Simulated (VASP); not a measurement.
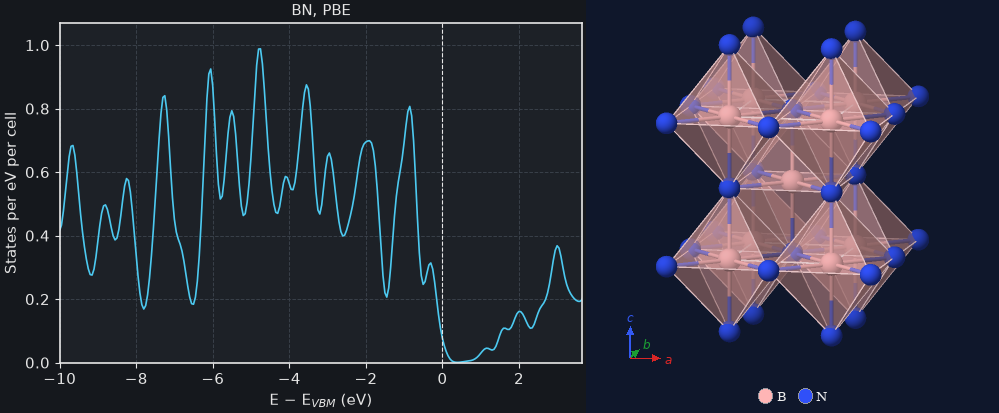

Density of states, beside the structure. Energies are counted from the top of the valence band. The curve is built from the levels of the k mesh with Gaussians 0.3 eV wide, which also blur the band edges.

System: BN, space group I4/mmm (No. 139), 2 atoms in the cell, rocksalt type, biaxial (xy) strain +1.9%; a = 2.49 Å, b = 2.49 Å, c = 2.52 Å, α = 59.69°, β = 59.69°, γ = 60.61°.

Method: DFT, PBE, plane waves, PAW, 12×12×12 k mesh, 520 eV cutoff, Fermi-Dirac smearing of 0.02 eV (VASP 6.6.1).

Metal or insulator, going by the density of states?

There is a gap; over the k points computed it is 0.65 eV (indirect; the smallest direct gap is 5.53 eV).

The cell is at −10 GPa in this functional.
